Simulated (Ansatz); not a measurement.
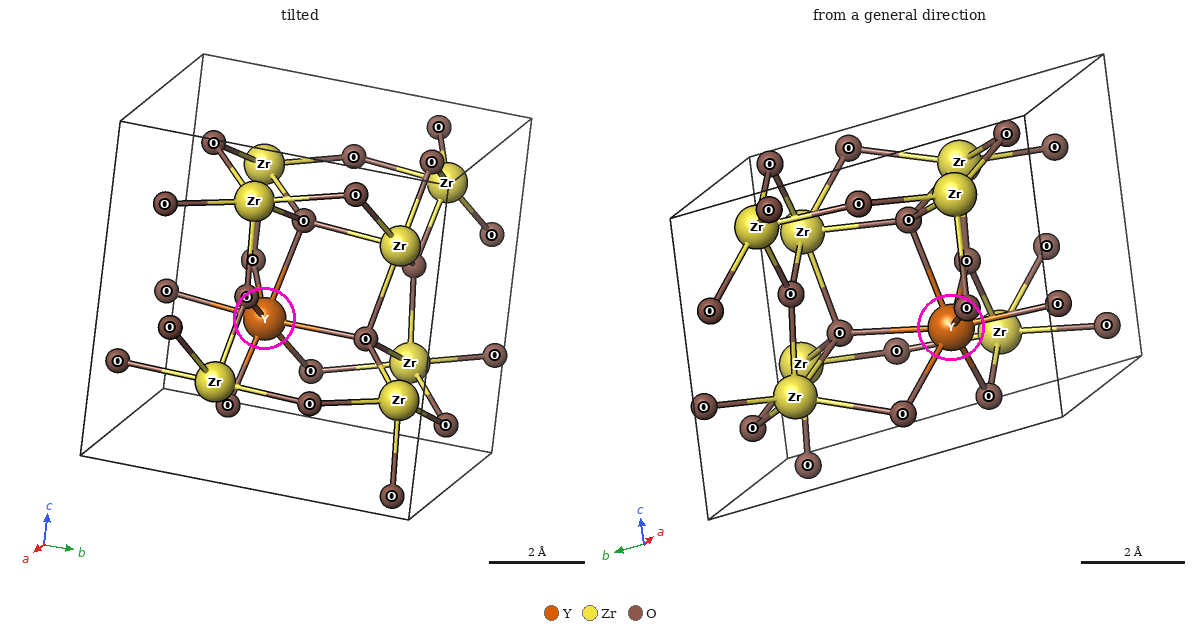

A ball-and-stick rendering, viewed slightly off an axis and from a general direction. The supercell is drawn as a box. The host is ZrO2, in a cell of 24 sites, and the cell carries a charge of -1. A ring marks the defect's site.

> How does this supercell depart from the perfect host?

Yttrium on a zirconium site (a substitutional impurity). It is bonded to seven O at about 2.2 to 2.3 Å. Not all metal-metal contacts are counted.

The atoms were relaxed in the host's cell with Ansatz 0.2.0, DFT PBEsol, scalar-relativistic, plane waves, PAW.
